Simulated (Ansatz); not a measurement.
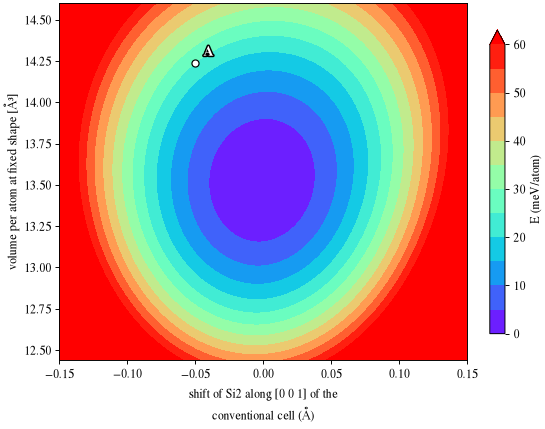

TiSi₂ (Immm, No. 71; 3 atoms in the cell). 
- The energy is mapped over a free internal coordinate and the cell.
- First axis: shift of Si2 along [0 0 1] of the conventional cell, Cartesian (0 0 1), its symmetry partners moved as symmetry demands (measured in the relaxed cell). Second axis: volume per atom at fixed shape.
- Nothing is relaxed (all other coordinates fixed).
- The scan uses a 7 × 7 grid.
- Points are written as (first, second).
- Energies: meV/atom, counted from the lowest grid point.
- Computed with DFT LDA, scalar-relativistic, plane waves, PAW in Ansatz. Settings: cutoff 520 eV, k-mesh 18×18×18, gaussian smearing 0.15 eV, no spin polarisation.

The picture shows filled contours, one colour for all values above the top of the scale, the point A. Between grid points the surface is interpolated.

Q: Is A at rest? If not, where is it pushed?

A: A, at (−0.05 Å, 14.24 Å³), is not a stationary point. The computed force is 300 meV/atom for each Å towards larger values of the first coordinate and 45 meV/atom for each Å³ towards smaller values of volume per atom at fixed shape.

PAW datasets: the set soft_1.
